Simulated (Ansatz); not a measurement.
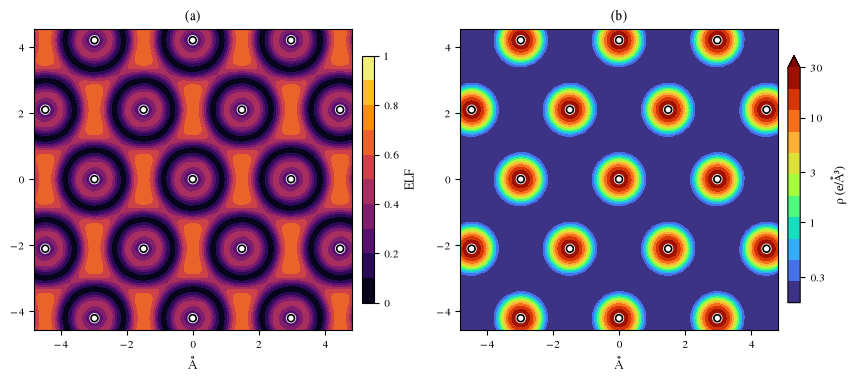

*Mg. (a) ELF; (b) valence pseudo-density on the (101̄) plane of the conventional cell. Circles mark the nuclei in the plane (Mg).*

Space group Im-3m; computed pressure about 58 GPa in this cell.

All numbers below come from DFT r2SCAN, scalar-relativistic, plane waves, PAW in Ansatz.

Core electrons are frozen (PAW), and the valence fields are smoothed inside the atomic spheres.

```yaml
crystal:
  lattice:
    - [2.97512, 0.00000, 0.00000]
    - [0.00000, 2.97512, 0.00000]
    - [0.00000, 0.00000, 2.97512]
  atoms:
    - { symbol: Mg, position: [0.00000, 0.00000, 0.00000] }
    - { symbol: Mg, position: [0.50000, 0.50000, 0.50000] }
```

Q: Describe what can be read from this map.

A: The section cuts through Mg sites. Mg–Mg (2.58 Å): the density is about 0.17 e/Å³ at the midpoint; the ELF is about 0.40 at the midpoint. Between the atoms the lowest density in this plane is 0.17 e/Å³.

Q: Does the calculation make it a metal, or give it a gap?

A: It is metallic or semimetallic at this level of theory: no gap opens.
